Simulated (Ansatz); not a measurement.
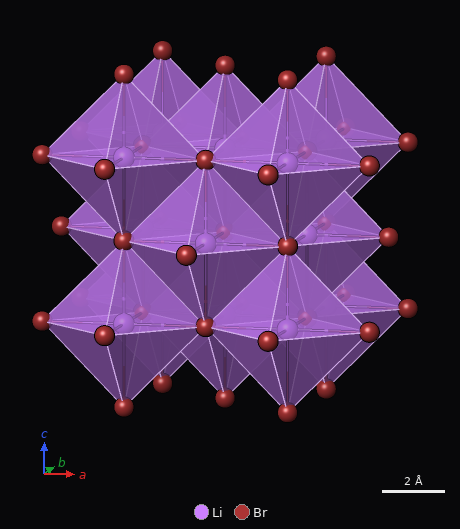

Reference structure: a crystal of LiBr (built on the measured structure type) at its r2SCAN-relaxed geometry. A polyhedral model of the conventional cell (4 times the calculation's cell), seen slightly off an axis. Lengths and directions refer to the drawn axes.

Computed with Ansatz, DFT, HSE06, plane waves, PAW. Set-up: plane-wave cutoff 420 eV; k-point mesh 6 × 6 × 6; occupations fixed; no spin polarisation.

Now this is done to it. All lengths are scaled by +4.9 % (volume +15.3 %). The atoms were relaxed with r2SCAN under that strain, and this is a single point on that geometry.

Input
```yaml
crystal:
  lattice:
    - [0.0, 2.8726906426, 2.8726906426]
    - [2.8726906426, 0.0, 2.8726906426]
    - [2.8726906426, 2.8726906426, 0.0]
  atoms:
    - { symbol: Li, position: [0.0, 0.0, 0.0] }
    - { symbol: Br, position: [0.5, 0.5, 0.5] }
kpoints:
  mp_grid: { grid: [6, 6, 6] }
  band_path:
    path:
      - [0.0, 0.0, 0.0]
      - [0.5, 0.0, 0.5]
      - [0.625, 0.25, 0.625]
      - [0.375, 0.375, 0.75]
      - [0.5, 0.5, 0.5]
      - [0.5, 0.25, 0.75]
      - [-0.078125, 0.0, 0.078125]
    npoints: 1
hamiltonian:
  xc: hse06
scf:
  occupations: { method: fixed }
  n_extra_bands: 4
output:
  forces: true
  stress: true
  eigenvalues: true
  write_density: true
  write_potential: true
  elf: true
  volumetric_format: npy
```

Run as
```bash
ansatz run input.yaml --threads 4 --pin off --max-ram 5529MiB --backend cpu --events-out ev --progress --plain --runs-dir out
```

**What does the calculation give for the changed structure?**

The energy rises by 32.4 meV per atom. Pressure: −0.1 GPa before, −2.8 GPa after. All forces vanish by symmetry. Some distances before and after: Br–Li 2.740 → 2.873 Å. The space group stays Fm-3m (No. 225).

Drawn alike, the variant:

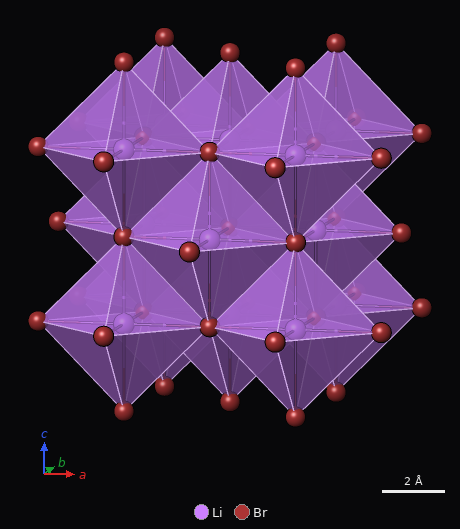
